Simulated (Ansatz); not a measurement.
```
C
1.0
     2.45533    0.00000    0.00000
    -1.22766    2.12638    0.00000
     0.00000    0.00000   20.75179
C
12
Direct
  0.66667 0.33333 0.25214
  0.33333 0.66667 0.58547
  0.00000 0.00000 0.91881
  0.00000 0.00000 0.25213
  0.66667 0.33333 0.58546
  0.33333 0.66667 0.91880
  0.66667 0.33333 0.08120
  0.33333 0.66667 0.41454
  0.00000 0.00000 0.74787
  0.00000 0.00000 0.08119
  0.66667 0.33333 0.41453
  0.33333 0.66667 0.74786
```

Space group R-3m; a structure from a database of computed crystals, not necessarily the ambient phase.

Level of theory: Ansatz 0.2.0, DFT r2SCAN+D3(BJ), scalar-relativistic, plane waves, PAW.

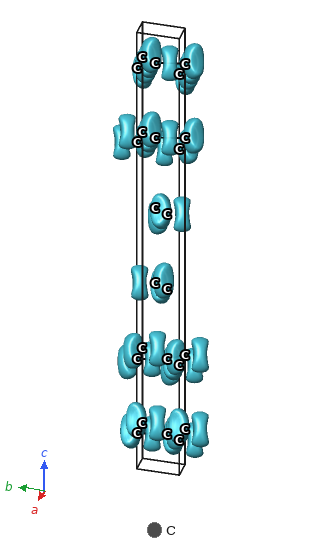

C. Isosurface of the electron localisation function at 0.7 (cyan), seen at an oblique angle. Core shells and regions of very low density are left out. Sticks mark near contacts.

Core electrons are frozen (PAW), and the valence fields are smoothed inside the atomic spheres.

**Identify the bonds, lone pairs and shells in this picture.**

The surface consists of 18 regions between bonded C–C atoms (shared pairs), counted in one cell of 12 atoms. Any copies at cell faces, edges or corners count once. Along the contacts the grid gives the following. C–C (1.42 Å): the ELF peaks at about 0.95 between the atoms: localised, covalent bonding.

**Metal or insulator at this level of theory?**

It is gapped, with a Kohn–Sham gap of 0.27 eV on the k-point mesh (the band edges may lie off the mesh, which would make the gap smaller).
